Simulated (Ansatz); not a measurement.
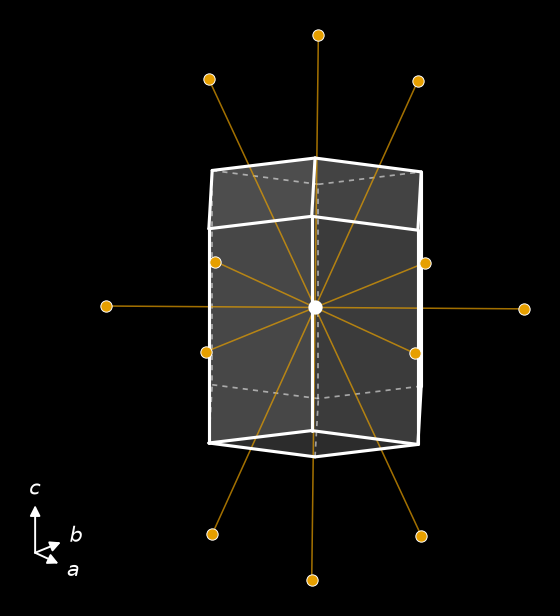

For O, the geometry relaxed in a fixed cell with DFT PBE+D3(BJ), scalar-relativistic, plane waves, PAW in Ansatz: the Wigner–Seitz cell of the crystal's lattice, with lines to the lattice points that define its faces. The drawing is computed from the coordinates (standard cell, symmetry found to 0.002 Å).

a = 2.847 Å, b = 2.847 Å, c = 10.225 Å, α = 90.00°, β = 90.00°, γ = 120.00°; space group No. 166, R-3m, hexagonal axes.

Describe the polyhedron.

A rhombic dodecahedron: 12 faces (12 with 4 edges), 24 edges, 14 vertices. Its volume is that of the primitive cell, 23.9 Å³.

Which lattice vectors do the faces bisect?

```
              example  length (Å)  faces  edges of each  area (Å²)
                a + b        2.85      6              4        5.0
2/3 a + 1/3 b + 1/3 c        3.78      6              4        2.6
```
